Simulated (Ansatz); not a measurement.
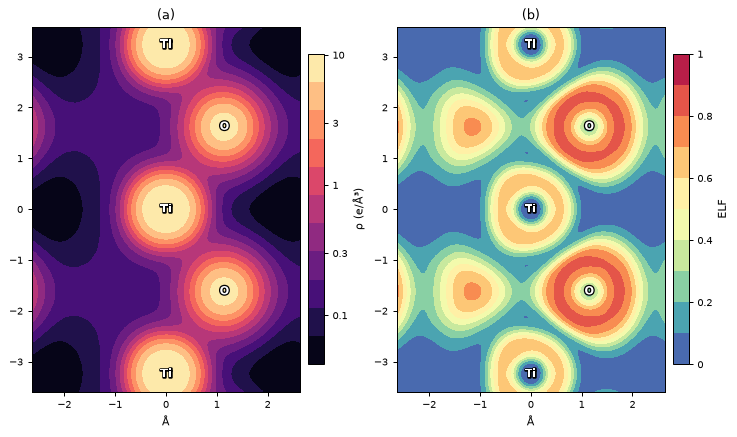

The picture shows: TiO. (a) valence charge density (pseudo); (b) ELF on the (101) plane of the conventional cell.

Space group F-43m; started from the zinc blende prototype, which need not be the ambient phase; the program warned that a starting moment wasn't kept; spin-polarised, but the moments vanished.

Computed with DFT PBEsol, scalar-relativistic, plane waves, PAW (Ansatz).

In a PAW calculation such maps are meaningful between the atoms, not at the nuclei.

```
CELL_PARAMETERS angstrom
4.57954 0.00000 0.00000
0.00000 0.00000 -4.57954
0.00000 4.57954 0.00000
ATOMIC_POSITIONS crystal
Ti 0.50000 0.50000 0.00000
Ti 0.00000 0.50000 0.50000
Ti 0.00000 0.00000 0.00000
Ti 0.50000 0.00000 0.50000
O 0.25000 0.75000 0.25000
O 0.75000 0.75000 0.75000
O 0.75000 0.25000 0.25000
O 0.25000 0.25000 0.75000
```

**What does the map show?**

- The plane passes through Ti and O nuclei.
- Ti–O (1.98 Å): ρ at the midpoint is about 0.65 e/Å³; the ELF peaks at about 0.80 in the valence shell of O, 0.6 Å from its nucleus, and is about 0.20 at the midpoint: no shared electron pair shows on this line.
- Between the atoms the lowest density in this plane is 0.04 e/Å³.
- The ELF has a maximum of about 0.70 in the space between the atoms, 2.0 Å from four Ti atoms, on no atom or two-centre bond.
- The features right at Ti lie inside the PAW spheres, where the map follows smoothed inner orbitals and isn't to be read closely.

**Metal or insulator at this level of theory?**

It is gapless in this calculation (a metal or semimetal); semilocal functionals without U, or without the true magnetic order, often close the gap of such compounds.
